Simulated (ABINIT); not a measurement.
## Optical-spectrum calculation, with input and output: PbTe (part 2 of 2)

The same run, continued: PbTe (Fm-3m, 2 atoms in the cell); Kohn-Sham DFT of a periodic cell, PBEsol, PseudoDojo NC SR PBEsol v0.4.1 standard, no spin polarisation (ABINIT 10.8.3); cutoff 925.19 eV, 6×6×6 k-mesh, fixed occupations. The structure derives from an entry of the Crystallography Open Database.

Geometry of the input (Å; fractional positions):
```
0.0000  3.2310  3.2310
3.2310  0.0000  3.2310
3.2310  3.2310  0.0000
Pb 0.0000  0.0000  0.0000
Te 0.5000  0.5000  0.5000
```

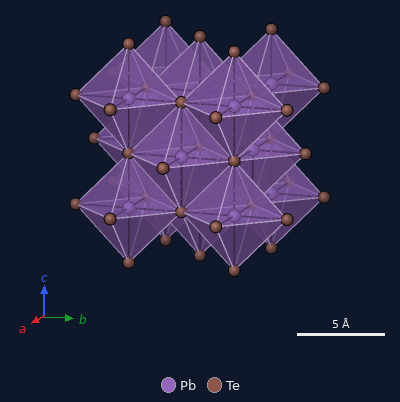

*The structure (polyhedral view of the cell 4 times as large as that of the calculation, set on its symmetry axes, seen slightly off an axis; polyhedra are completed across the faces of the cell).*

## Log, continued
```
 At SCF step   12       vres2   =  8.74E-13 < tolvrs=  1.00E-12 =>converged.

 Cartesian components of stress tensor (hartree/bohr^3)
  sigma(1 1)=  2.23637471E-05  sigma(3 2)=  0.00000000E+00
  sigma(2 2)=  2.23637471E-05  sigma(3 1)=  0.00000000E+00
  sigma(3 3)=  2.23637471E-05  sigma(2 1)=  0.00000000E+00

--- !ResultsGS
iteration_state: {dtset: 1, }
comment   : Summary of ground state results
lattice_vectors:
- [  0.0000000,   6.1057051,   6.1057051, ]
- [  6.1057051,   0.0000000,   6.1057051, ]
- [  6.1057051,   6.1057051,   0.0000000, ]
lattice_lengths: [   8.63477,    8.63477,    8.63477, ]
lattice_angles: [ 60.000,  60.000,  60.000, ] # degrees, (23, 13, 12)
lattice_volume:   4.5523692E+02
convergence: {deltae:  1.421E-13, res2:  8.738E-13, residm:  2.660E-12, diffor: null, }
etotal    :  -1.74975543E+02
entropy   :   0.00000000E+00
fermie    :   1.42320500E-01
cartesian_stress_tensor: # hartree/bohr^3
- [  2.23637471E-05,   0.00000000E+00,   0.00000000E+00, ]
- [  0.00000000E+00,   2.23637471E-05,   0.00000000E+00, ]
- [  0.00000000E+00,   0.00000000E+00,   2.23637471E-05, ]
pressure_GPa:  -6.5796E-01
xred      :
- [  0.0000E+00,   0.0000E+00,   0.0000E+00, Pb]
- [  5.0000E-01,   5.0000E-01,   5.0000E-01, Te]
cartesian_forces: # hartree/bohr
- [ -0.00000000E+00,  -0.00000000E+00,  -0.00000000E+00, ]
- [ -0.00000000E+00,  -0.00000000E+00,  -0.00000000E+00, ]
force_length_stats: {min:   0.00000000E+00, max:   0.00000000E+00, mean:   0.00000000E+00, }
...

 Integrated electronic density in atomic spheres:
 ------------------------------------------------
 Atom  Sphere_radius  Integrated_density
    1        2.00000         10.05643124
    2        2.00000         11.95003409
================================================================================

 ----iterations are completed or convergence reached----

 Mean square residual over all n,k,spin=   72.495E-16; max=  26.596E-13
 reduced coordinates (array xred) for    2 atoms
       0.000000000000      0.000000000000      0.000000000000
       0.500000000000      0.500000000000      0.500000000000
 rms dE/dt=  0.0000E+00; max dE/dt=  0.0000E+00; dE/dt below (all hartree)
    1       0.000000000000      0.000000000000      0.000000000000
    2       0.000000000000      0.000000000000      0.000000000000

 cartesian coordinates (angstrom) at end:
    1      0.00000000000000     0.00000000000000     0.00000000000000
    2      3.23100000000000     3.23100000000000     3.23100000000000

 cartesian forces (hartree/bohr) at end:
    1     -0.00000000000000    -0.00000000000000    -0.00000000000000
    2     -0.00000000000000    -0.00000000000000    -0.00000000000000
 frms,max,avg= 0.0000000E+00 0.0000000E+00   0.000E+00  0.000E+00  0.000E+00 h/b

 cartesian forces (eV/Angstrom) at end:
    1     -0.00000000000000    -0.00000000000000    -0.00000000000000
    2     -0.00000000000000    -0.00000000000000    -0.00000000000000
 frms,max,avg= 0.0000000E+00 0.0000000E+00   0.000E+00  0.000E+00  0.000E+00 e/A
 length scales=  1.889726125908  1.889726125908  1.889726125908 bohr
              =  1.000000000000  1.000000000000  1.000000000000 angstroms
 Fermi (or HOMO) energy (hartree) =   0.14232   Average Vxc (hartree)=  -0.36517
 Eigenvalues (hartree) for nkpt=  28  k points:
 kpt#   1, nband= 15, wtk=  0.02778, kpt= -0.0833 -0.1667  0.0000 (reduced coord)
  -1.18049   -1.18049   -1.18030   -1.18030   -1.18030   -0.46374   -0.46349   -0.46319
  -0.46302   -0.46300   -0.28682   -0.08201    0.09106    0.09257    0.12708
 prteigrs : prtvol=0 or 1, do not print more k-points.

--- !EnergyTerms
iteration_state     : {dtset: 1, }
comment             : Components of total free energy in Hartree
kinetic             :  9.13697425571016E+01
hartree             :  4.08730073922742E+01
xc                  : -4.41887848370357E+01
Ewald energy        : -1.04842845445474E+02
psp_core            :  5.34799843471141E+00
local_psp           : -1.19592572455400E+02
non_local_psp       : -4.39420883133058E+01
total_energy        : -1.74975542667128E+02
total_energy_eV     : -4.76132707511535E+03
band_energy         : -1.67538594219628E+01
...

 Cartesian components of stress tensor (hartree/bohr^3)
  sigma(1 1)=  2.23637471E-05  sigma(3 2)=  0.00000000E+00
  sigma(2 2)=  2.23637471E-05  sigma(3 1)=  0.00000000E+00
  sigma(3 3)=  2.23637471E-05  sigma(2 1)=  0.00000000E+00

-Cartesian components of stress tensor (GPa)         [Pressure= -6.5796E-01 GPa]
- sigma(1 1)=  6.57964156E-01  sigma(3 2)=  0.00000000E+00
- sigma(2 2)=  6.57964156E-01  sigma(3 1)=  0.00000000E+00
- sigma(3 3)=  6.57964156E-01  sigma(2 1)=  0.00000000E+00

================================================================================
== DATASET  2 ==================================================================

--- !DatasetInfo
iteration_state: {dtset: 2, }
dimensions: {natom: 2, nkpt: 28, mband: 31, nsppol: 1, nspinor: 1, nspden: 1, mpw: 4329, }
cutoff_energies: {ecut:  34.0, pawecutdg:  -1.0, }
electrons: {nelect:   3.00000000E+01, charge:   0.00000000E+00, occopt:   1.00000000E+00, tsmear:   1.00000000E-02, }
meta: {optdriver: 0, ionmov: 0, optcell: 0, iscf: -2, paral_kgb: 0, }
...

 mkfilename : getden/=0, take file _DEN from output of DATASET   1.

 Real(R)+Recip(G) space primitive vectors, cartesian coordinates (Bohr,Bohr^-1):
 R(1)=  0.0000000  6.1057051  6.1057051  G(1)= -0.0818906  0.0818906  0.0818906
 R(2)=  6.1057051  0.0000000  6.1057051  G(2)=  0.0818906 -0.0818906  0.0818906
 R(3)=  6.1057051  6.1057051  0.0000000  G(3)=  0.0818906  0.0818906 -0.0818906
 Unit cell volume ucvol=  4.5523692E+02 bohr^3
 Angles (23,13,12)=  6.00000000E+01  6.00000000E+01  6.00000000E+01 degrees

 getcut: wavevector=  0.0000  0.0000  0.0000  ngfft=  48  48  48
         ecut(hartree)=     34.000   => boxcut(ratio)=   2.11780
--------------------------------------------------------------------------------

================================================================================
 Non-SCF case, kpt    1 ( -0.08333 -0.16667  0.00000), residuals and eigenvalues=
  4.85E-13  1.31E-13  2.48E-13  9.97E-13  2.16E-13  5.20E-13  3.79E-13  7.79E-13
  3.52E-13  6.30E-13  1.55E-13  8.41E-13  3.15E-13  2.59E-13  3.94E-13  4.30E-13
  2.83E-13  4.97E-13  4.17E-13  3.47E-13  4.98E-13  5.17E-13  7.17E-13  6.75E-13
  5.32E-13  5.79E-13  5.49E-13  3.45E-11  1.89E-10  7.14E-10  5.08E-08
 -1.1805E+00 -1.1805E+00 -1.1803E+00 -1.1803E+00 -1.1803E+00 -4.6374E-01
 -4.6349E-01 -4.6319E-01 -4.6302E-01 -4.6300E-01 -2.8682E-01 -8.2014E-02
  9.1058E-02  9.2574E-02  1.2708E-01  2.2865E-01  2.8560E-01  2.8846E-01
  3.3683E-01  3.8655E-01  3.9122E-01  4.5193E-01  4.6466E-01  4.7647E-01
  5.3022E-01  7.5208E-01  7.5751E-01  8.2155E-01  8.2583E-01  8.4004E-01
  8.7406E-01
 prteigrs : prtvol=0 or 1, do not print more k-points.

--- !ResultsGS
iteration_state: {dtset: 2, }
comment   : Summary of ground state results
lattice_vectors:
- [  0.0000000,   6.1057051,   6.1057051, ]
- [  6.1057051,   0.0000000,   6.1057051, ]
- [  6.1057051,   6.1057051,   0.0000000, ]
lattice_lengths: [   8.63477,    8.63477,    8.63477, ]
lattice_angles: [ 60.000,  60.000,  60.000, ] # degrees, (23, 13, 12)
lattice_volume:   4.5523692E+02
convergence: {deltae:  0.000E+00, res2:  0.000E+00, residm:  9.987E-13, diffor:  0.000E+00, }
etotal    :  -1.74975543E+02
entropy   :   0.00000000E+00
fermie    :   1.42320500E-01
cartesian_stress_tensor: null
pressure_GPa: null
xred      :
- [  0.0000E+00,   0.0000E+00,   0.0000E+00, Pb]
- [  5.0000E-01,   5.0000E-01,   5.0000E-01, Te]
cartesian_forces: null
force_length_stats: {min: null, max: null, mean: null, }
...

 Integrated electronic density in atomic spheres:
 ------------------------------------------------
 Atom  Sphere_radius  Integrated_density
    1        2.00000         10.05643124
    2        2.00000         11.95003409
================================================================================

 ----iterations are completed or convergence reached----

 Mean square residual over all n,k,spin=   51.446E-14; max=  99.868E-14
 reduced coordinates (array xred) for    2 atoms
       0.000000000000      0.000000000000      0.000000000000
       0.500000000000      0.500000000000      0.500000000000

 cartesian coordinates (angstrom) at end:
    1      0.00000000000000     0.00000000000000     0.00000000000000
    2      3.23100000000000     3.23100000000000     3.23100000000000
 length scales=  1.889726125908  1.889726125908  1.889726125908 bohr
              =  1.000000000000  1.000000000000  1.000000000000 angstroms
 Eigenvalues (hartree) for nkpt=  28  k points:
 kpt#   1, nband= 31, wtk=  0.02778, kpt= -0.0833 -0.1667  0.0000 (reduced coord)
  -1.18049   -1.18049   -1.18030   -1.18030   -1.18030   -0.46374   -0.46349   -0.46319
  -0.46302   -0.46300   -0.28682   -0.08201    0.09106    0.09257    0.12708    0.22865
   0.28560    0.28846    0.33683    0.38655    0.39122    0.45193    0.46466    0.47647
   0.53022    0.75208    0.75751    0.82155    0.82583    0.84004    0.87406
 prteigrs : prtvol=0 or 1, do not print more k-points.

================================================================================
== DATASET  3 ==================================================================

--- !DatasetInfo
iteration_state: {dtset: 3, }
dimensions: {natom: 2, nkpt: 28, mband: 27, nsppol: 1, nspinor: 1, nspden: 1, mpw: 4329, }
cutoff_energies: {ecut:  34.0, pawecutdg:  -1.0, }
electrons: {nelect:   3.00000000E+01, charge:   0.00000000E+00, occopt:   1.00000000E+00, tsmear:   1.00000000E-02, }
meta: {optdriver: 8, wfk_task: 7, }
...

 mkfilename : getwfk/=0, take file _WFK from output of DATASET   2.

--------------------------------------------------------------------------------

 Computation of velocity matrix elements (DDK)

 Parameters extracted from the Abinit header:
    ecut:     34.0
    nkpt:    864
    mband:   31
    nsppol:  1
    nspinor: 1
    useylm:  0
    inclvkb: 2
    bmin: 1, bmax: 31
    Computing diagonal and off-diagonal matrix elements
    Between band index bmin: 1, bmax: 31

== END DATASET(S) ==============================================================
================================================================================

 -outvars: echo values of variables after computation  --------
            acell      1.8897261259E+00  1.8897261259E+00  1.8897261259E+00 Bohr
           etotal1    -1.7497554267E+02
           etotal3     0.0000000000E+00
            fcart1    -0.0000000000E+00 -0.0000000000E+00 -0.0000000000E+00
                      -0.0000000000E+00 -0.0000000000E+00 -0.0000000000E+00
            fcart3     0.0000000000E+00  0.0000000000E+00  0.0000000000E+00
                       0.0000000000E+00  0.0000000000E+00  0.0000000000E+00
            rprim      0.0000000000E+00  3.2310000000E+00  3.2310000000E+00
                       3.2310000000E+00  0.0000000000E+00  3.2310000000E+00
                       3.2310000000E+00  3.2310000000E+00  0.0000000000E+00
           strten1     2.2363747093E-05  2.2363747093E-05  2.2363747093E-05
                       0.0000000000E+00  0.0000000000E+00  0.0000000000E+00
           strten3     0.0000000000E+00  0.0000000000E+00  0.0000000000E+00
                       0.0000000000E+00  0.0000000000E+00  0.0000000000E+00
           xangst      0.0000000000E+00  0.0000000000E+00  0.0000000000E+00
                       3.2310000000E+00  3.2310000000E+00  3.2310000000E+00
             xred      0.0000000000E+00  0.0000000000E+00  0.0000000000E+00
                       5.0000000000E-01  5.0000000000E-01  5.0000000000E-01
 Calculation completed.
```

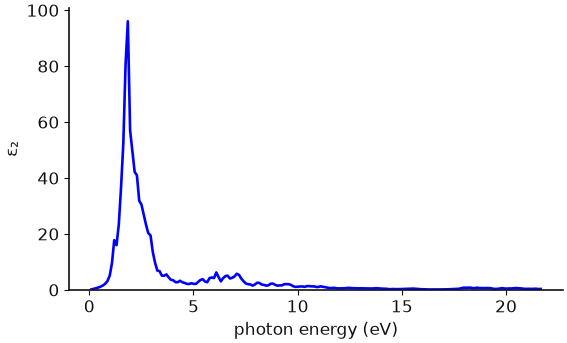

*Imaginary part of the dielectric function (first component that the program prints).*

The highest peak, 96.1, lies at 1.85 eV.
